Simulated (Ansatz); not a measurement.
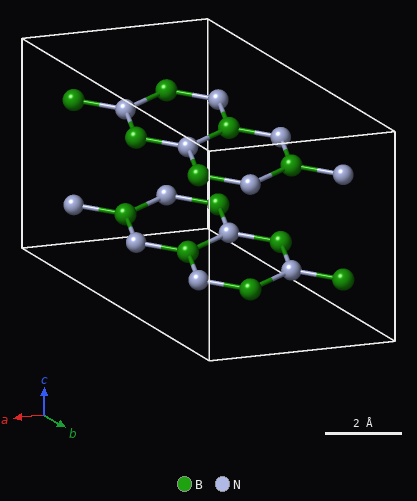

Starting frame of a dynamics run of a 24-atom cell of BN (built on the measured structure type). The picture is a ball-and-stick view of the simulation cell, seen from a free direction. Bonds to atoms that aren't drawn are left out.

Theory: DFT, PBEsol, plane waves, PAW (Ansatz).

The input:
```yaml
crystal:
  lattice:
    - [5.0011652085, 0.0, 0.0]
    - [-3.7508739063, 6.4967041786, 0.0]
    - [0.0, 0.0, 6.5236361402]
  atoms:
    - { symbol: B, position: [0.1666666667, 0.2222222222, 0.25] }
    - { symbol: B, position: [0.3333333333, 0.1111111111, 0.75] }
    - { symbol: "N", position: [0.1666666667, 0.2222222222, 0.75] }
    - { symbol: "N", position: [0.3333333333, 0.1111111111, 0.25] }
    - { symbol: B, position: [0.1666666667, 0.5555555556, 0.25] }
    - { symbol: B, position: [0.3333333333, 0.4444444444, 0.75] }
    - { symbol: "N", position: [0.1666666667, 0.5555555556, 0.75] }
    - { symbol: "N", position: [0.3333333333, 0.4444444444, 0.25] }
    - { symbol: B, position: [0.1666666667, 0.8888888889, 0.25] }
    - { symbol: B, position: [0.3333333333, 0.7777777778, 0.75] }
    - { symbol: "N", position: [0.1666666667, 0.8888888889, 0.75] }
    - { symbol: "N", position: [0.3333333333, 0.7777777778, 0.25] }
    - { symbol: B, position: [0.6666666667, 0.2222222222, 0.25] }
    - { symbol: B, position: [0.8333333333, 0.1111111111, 0.75] }
    - { symbol: "N", position: [0.6666666667, 0.2222222222, 0.75] }
    - { symbol: "N", position: [0.8333333333, 0.1111111111, 0.25] }
    - { symbol: B, position: [0.6666666667, 0.5555555556, 0.25] }
    - { symbol: B, position: [0.8333333333, 0.4444444444, 0.75] }
    - { symbol: "N", position: [0.6666666667, 0.5555555556, 0.75] }
    - { symbol: "N", position: [0.8333333333, 0.4444444444, 0.25] }
    - { symbol: B, position: [0.6666666667, 0.8888888889, 0.25] }
    - { symbol: B, position: [0.8333333333, 0.7777777778, 0.75] }
    - { symbol: "N", position: [0.6666666667, 0.8888888889, 0.75] }
    - { symbol: "N", position: [0.8333333333, 0.7777777778, 0.25] }
kpoints:
  mp_grid: { grid: [4, 2, 2] }
hamiltonian:
  xc: pbesol
scf:
  occupations: { method: fermi_dirac, width: 0.02 }
md:
  ensemble: nvt_langevin
  temperature: 200
  timestep: 3.0
  n_steps: 30
  initial_velocities: maxwell_boltzmann
  seed: 2978
```

Command:
```bash
ansatz run input.yaml --threads 4 --pin off --max-ram 3686MiB --backend cpu --events-out ev --progress --plain --runs-dir out
```

**Predict how the run goes.**

The mean temperature in the second half is 149 K (standard deviation 19 K). The potential energy in the second half lies on average 18.1 meV per atom above the first frame. In the second half of the run the atoms are, in the root-mean-square, this far from where they began (common drift taken out): N 0.10 Å, B 0.09 Å. The run lasts only 90 fs, too short to tell vibration from diffusion.

Along the run (each row but the first and the last is the mean over the interval that it begins):

```
time (fs)  potential energy (meV/atom)  T (K)
      0.0                          0.0    192
     15.0                         13.0    101
     30.0                         18.1    106
     45.0                         17.1    140
     60.0                         16.8    139
     75.0                         20.1    162
     90.0                         20.1    185
```

The paths of the atoms, magnified 3 times:

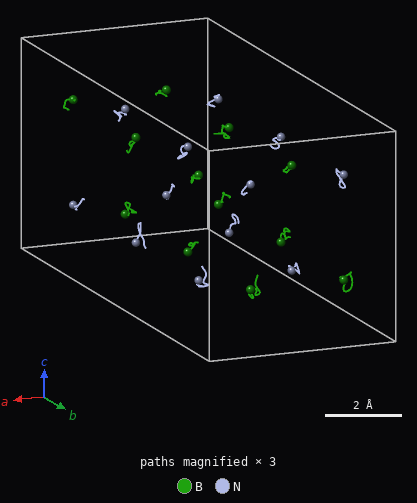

Cost: 2.5 min on 4 threads of Arm Neoverse N1 (shared host), peak memory 0.69 GiB.
